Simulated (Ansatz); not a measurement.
Consider TiAl$_{2}$.

Input file:

```
crystal:
  lattice:
    - [1.9292658451, -5.9696085922, 0.0]
    - [1.9292658451, 5.9696085922, 0.0]
    - [0.0, 0.0, 3.9333505052]
  atoms:
    - { symbol: Ti, position: [0.6564608717, 0.3435391283, 0.0] }
    - { symbol: Ti, position: [0.3435391283, 0.6564608717, 0.0] }
    - { symbol: Al, position: [0.0, 0.0, 0.0] }
    - { symbol: Al, position: [0.8270410804, 0.1729589196, 0.5] }
    - { symbol: Al, position: [0.1729589196, 0.8270410804, 0.5] }
    - { symbol: Al, position: [0.5, 0.5, 0.5] }
basis:
  ecutwfc: 420
kpoints:
  mp_grid: { grid: [10, 10, 10] }
hamiltonian:
  xc: lda
scf:
  occupations: { method: gaussian, width: 0.1 }
output:
  forces: true
  stress: true
  eigenvalues: true
  write_density: true
  write_potential: true
  elf: true
  volumetric_format: npy
relax:
  adjacent_minimum: "off"
  f_tol: 0.005
  max_steps: 80
  cell: { stress_tol: 0.05 }
```

Command:

```sh
ansatz run input.yaml --threads 2 --pin off --max-ram 6144MiB --backend cpu --events-out ev --progress --plain --runs-dir out
```

Below, planes, directions and counts refer to the conventional cell (a = 3.86 Å, b = 11.95 Å, c = 3.93 Å, α = 90.00°, β = 90.00°, γ = 90.00°).

The fields are those of the run's last geometry, not of the input's.

Space group Cmmm; computed without spin polarisation.

Level of theory: Ansatz 0.2.0, DFT LDA, scalar-relativistic, plane waves, PAW.

What will maps of the valence pseudo-density and electron localisation function show?

Answer. Al–Al (2.76 Å): the density is about 0.24 e/Å³ at the midpoint; the ELF peaks at about 0.70 between the atoms.
Ti–Al (2.76 Å): ρ at the midpoint is about 0.22 e/Å³; the ELF is about 0.35 at the midpoint.

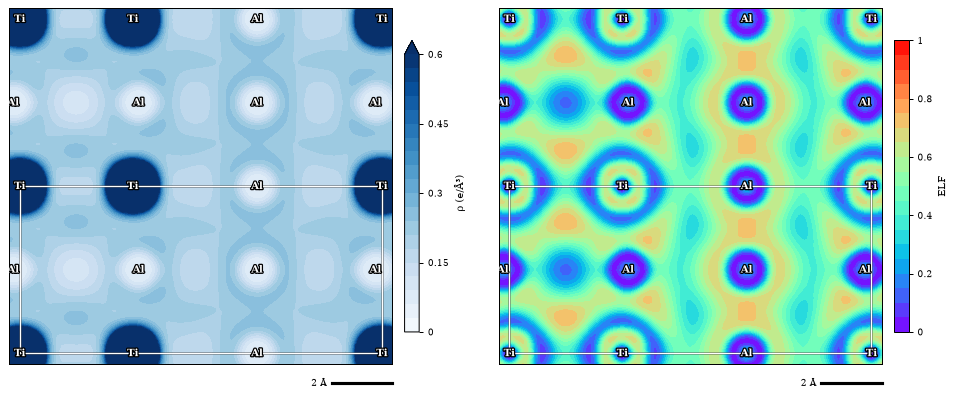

Computed valence pseudo-density and electron localisation function on the (101) plane of the conventional cell, in this order. 
